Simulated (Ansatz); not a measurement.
## Electronic structure of In$_{4}$Sb$_{5}$ (slab) in real space

```yaml
crystal:
  lattice:
    - [4.63519, 0.00000, 0.00000]
    - [0.00000, 4.63519, 0.00000]
    - [0.00000, 0.00000, 28.11031]
  atoms:
    - { symbol: Sb, position: [0.00000, 0.50000, 0.26681] }
    - { symbol: In, position: [0.50000, 0.50000, 0.32510] }
    - { symbol: Sb, position: [0.50000, 0.00000, 0.38340] }
    - { symbol: In, position: [0.00000, 0.00000, 0.44170] }
    - { symbol: Sb, position: [0.00000, 0.50000, 0.50000] }
    - { symbol: In, position: [0.50000, 0.50000, 0.55830] }
    - { symbol: Sb, position: [0.50000, 0.00000, 0.61660] }
    - { symbol: In, position: [0.00000, 0.00000, 0.67490] }
    - { symbol: Sb, position: [0.00000, 0.50000, 0.73319] }
```

Computed without spin polarisation.

The calculation used DFT r2SCAN, scalar-relativistic, plane waves, PAW in Ansatz 0.2.0.

Core electrons are frozen (PAW), and the valence fields are smoothed inside the atomic spheres.

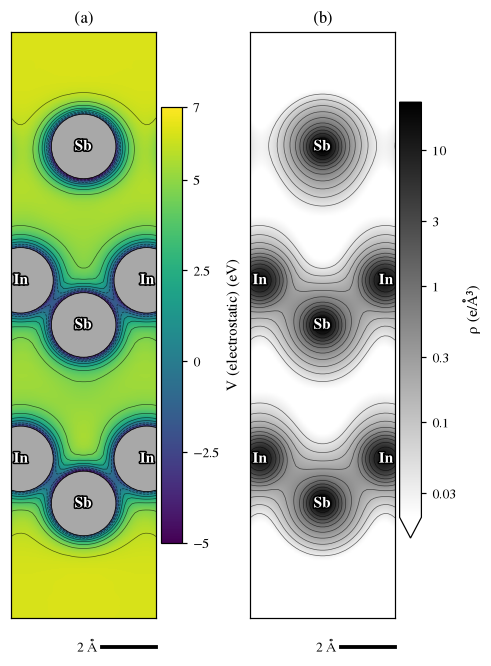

Figure 1. (a) electrostatic potential energy of an electron; (b) valence pseudo-density on the (010) plane of the calculation cell, a cut from vacuum to vacuum. Grey discs cover the atomic cores in the potential map.

What do the fields say about this system?

Answer. The plane passes through Sb and In nuclei. In–Sb (2.84 Å): ρ at the midpoint is about 0.35 e/Å³. The density dies away to nearly zero in the vacuum. Outside the cores the potential energy rises away from the atoms and is highest in the vacuum; its zero is arbitrary.

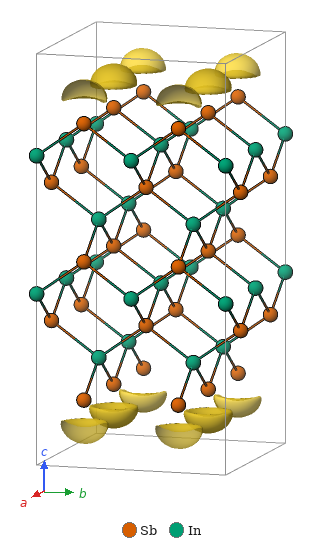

Figure 2. Isosurface of the electron localisation function at 0.75 (yellow), seen slightly off an axis. Only the valence region is drawn (cores and ρ < 0.01 e/Å³ removed). Sticks mark near contacts.

Describe the localisation domains.

Answer. The surface consists of two lobes on Sb, pointing away from the bonds (lone pairs), counted in one cell of 9 atoms. Counts are for one cell; the picture repeats the cell along the surface. Profiles from the grid: In–Sb (2.84 Å): the ELF is about 0.65 at the midpoint.

Metal or insulator at this level of theory?

Answer. It is metallic or semimetallic at this level of theory: no gap opens.
